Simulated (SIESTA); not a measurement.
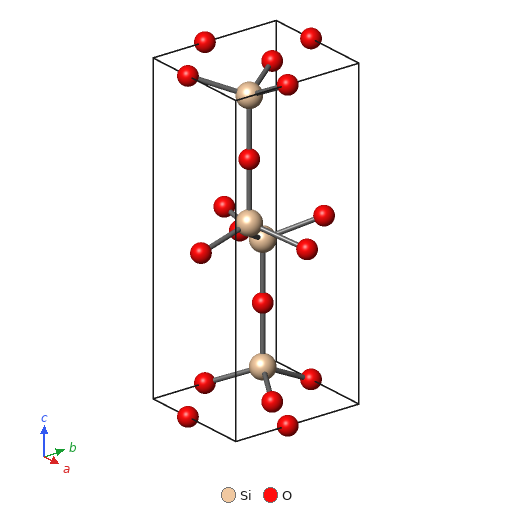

System: SiO₂, space group P6_322 (No. 182). The picture shows the conventional cell.

The given structure:
```
CELL_PARAMETERS angstrom
5.06907 0.00000 0.00000
-2.53454 4.38995 0.00000
0.00000 0.00000 8.55849
ATOMIC_POSITIONS crystal
Si 0.33333 0.66667 0.43713
Si 0.33333 0.66667 0.06287
Si 0.66667 0.33333 0.56287
Si 0.66667 0.33333 0.93713
O 0.42126 0.00000 0.00000
O 0.33333 0.66667 0.25000
O 0.66667 0.33333 0.75000
O 0.00000 0.57874 0.50000
O 0.57874 0.57874 0.00000
O 0.57874 0.00000 0.50000
O 0.42126 0.42126 0.50000
O 0.00000 0.42126 0.00000
```

Computed with SIESTA 5.4.2: DFT in numerical atomic orbitals with pseudopotentials, no spin polarisation; energies at scaled volumes of the given cell, shape and fractions fixed, counted from the fit's minimum, third-order Birch-Murnaghan fit. Level: PBEsol.

- k mesh: 4×4×2
- occupations: Fermi–Dirac
- smearing width: 0.05 eV
- potentials: PseudoDojo 0.4 standard, converted to PSML, two zetas on semicore shells
- program settings: basis DZP, mesh cutoff 800 Ry

What does the calculation give for the energy against volume? The volume takes the values 14.92, 15.24, 15.55, 15.87, 16.19, 16.51, 16.82 Å³/atom.

A third-order Birch–Murnaghan fit gives V0 = 16.36 Å³/atom, B0 = 141 GPa and B′ = 4.0. The energy is 64.83 meV/atom at volume 14.92 Å³/atom and 5.64 meV/atom at 16.82 Å³/atom; the lowest computed point is at volume 16.51 Å³/atom (0.59 meV/atom), in a single well.

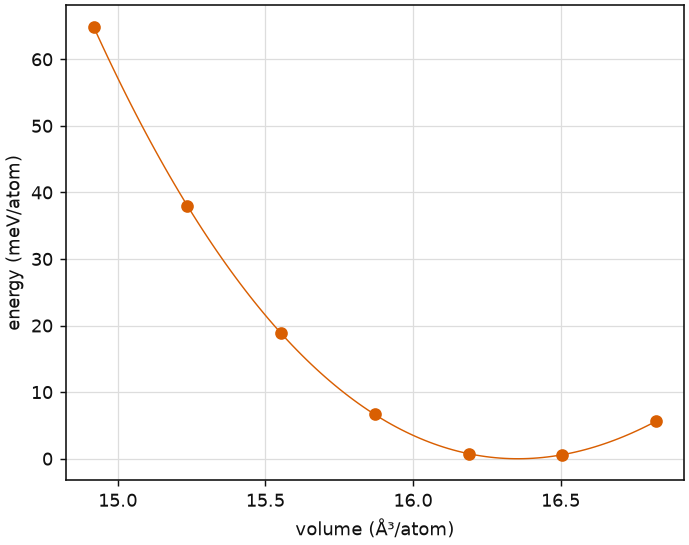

Caveats: mulliken charges of long orbitals; shape and atomic fractions are frozen while scaling, which makes layered, chain and framework solids too stiff.
